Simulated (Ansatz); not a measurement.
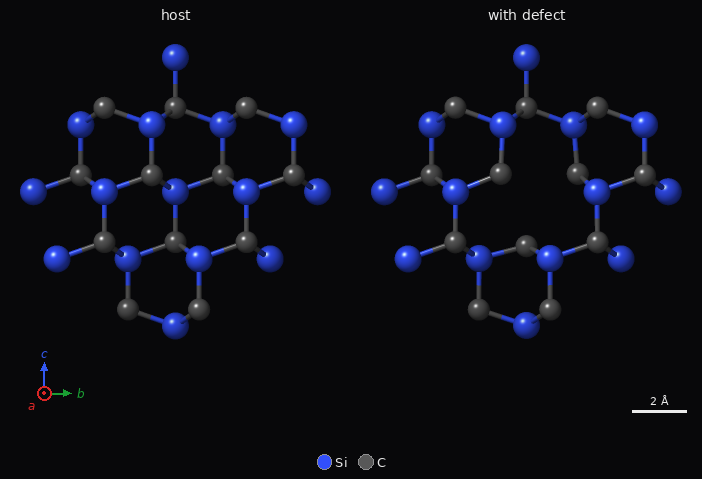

Left: perfect SiC. Right: the same region with one point defect, after relaxing the atoms in a supercell of 256 sites. Style: ball-and-stick. Shown: the atoms within 5.4 Å of one point, in a slice 5.0 Å thick across the line of sight, along the a axis.

These are results of Ansatz 0.2.0, DFT, PBEsol, PAW, plane waves, not measurements. Settings: plane-wave cutoff 420 eV; k-point mesh 1 × 1 × 1; mesh shifted by (0.25, 0.25, 0.25); collinear spin. Fermi-Dirac smearing of 0.01 eV. A uniform background neutralises the charged cell. The axes drawn are those of the host's conventional cell.

**What kind of defect was made?**

A silicon atom is taken out (a vacancy).

The charge state of the cell is −1.

**What does the relaxation do around it?**

Around the empty Si site the host had 4 C at 1.88 to 1.89 Å; after relaxation the nearest atoms are 4 C at 2.04 Å. Of the host's atoms, a carbon atom moves furthest from its site, by 0.16 Å. The cell's net moment is 3.00 μB.

Limits of the set-up: the cell is charged, on a uniform background, and energies carry no finite-size correction.
